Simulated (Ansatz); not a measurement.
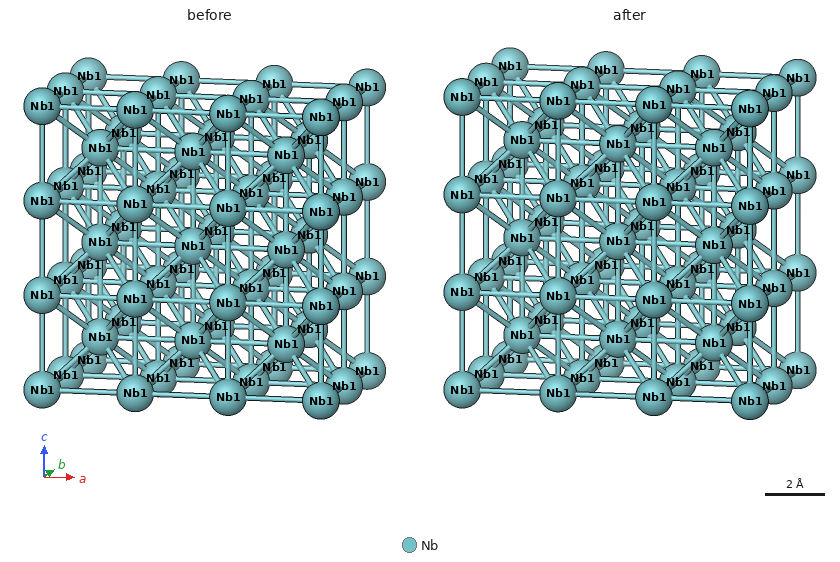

Left: solid Nb (set up in Im-3m). Right: the same structure after one change, at the same scale. A ball-and-stick model of the conventional cell (2 times the calculation's cell), repeated 3 × 2 × 3 with one cell outlined, seen slightly off an axis. Lengths and directions refer to the drawn axes.

Computed with DFT PBEsol, scalar-relativistic, plane waves, PAW (Ansatz). Set-up: plane-wave cutoff 420 eV; k-point mesh 18 × 18 × 18; occupations gaussian; smearing width 0.1 eV; no spin polarisation.

Q: Which change leads from the left to the right?

A: All lengths are scaled by +3.2 % (volume +10.0 %), the atoms keeping their fractional coordinates. No relaxation follows.

Q: And its effect?

A: The energy rises by 85.4 meV per atom. The pressure goes from 0.0 to −14.5 GPa. All forces vanish by symmetry. Both are metals. Among the bonded contacts that change: Nb–Nb 3.272 → 3.378 Å, Nb–Nb 2.834 → 2.926 Å. The space group stays Im-3m (No. 229).
